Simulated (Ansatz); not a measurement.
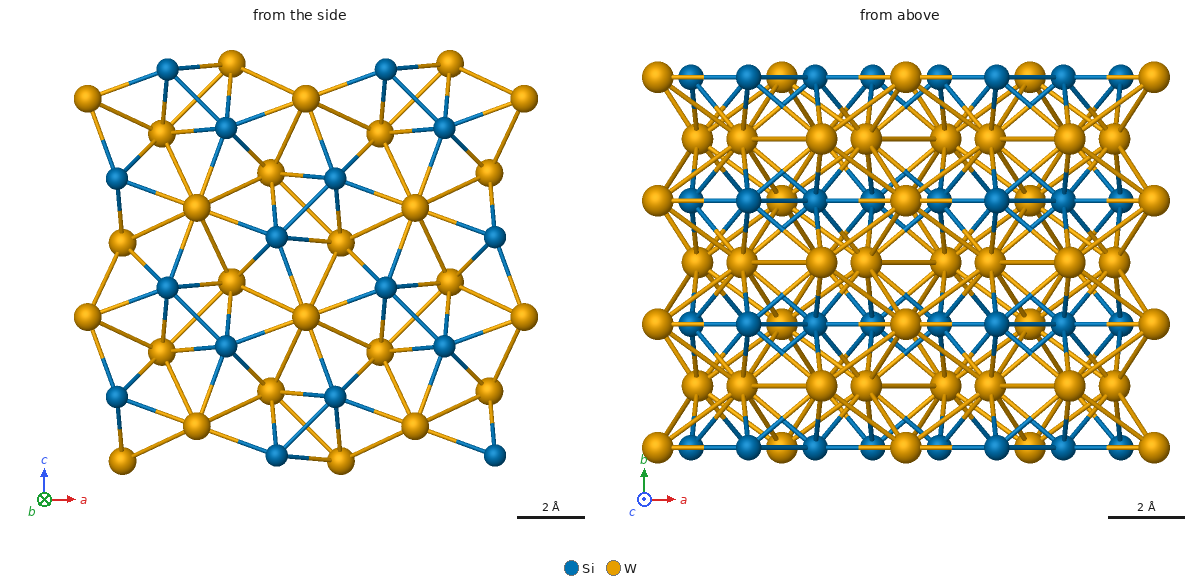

A ball-and-stick picture of a periodic slab, seen from the side and from above. The surface normal points up in side views; the vacuum is left out. 2×3 cells are drawn in the plane, with atoms at the edges repeated.

The cell holds 8 Si, 12 W.

> Are the two faces alike, and what ends them?

The top face ends in Si and W, the bottom face in Si and W. The two faces are alike.

> What height do the atoms span?

About 12 Å from the lowest to the highest atom.

> Write the layer sequence, upper face first.

Twelve planes: SiW / W / SiW / SiW / W / SiW / SiW / W / SiW / SiW / W / SiW.

The structure comes from a structure listed in the Materials Project. The cell was then strained or its atoms displaced on purpose. An electronic-structure calculation with Ansatz was run on it.

At this level of theory the run's own cell isn't at rest (stretched, at -4 GPa and forces up to 2.8 eV/Å), so its distances can differ from those at equilibrium, the more so the softer the solid.
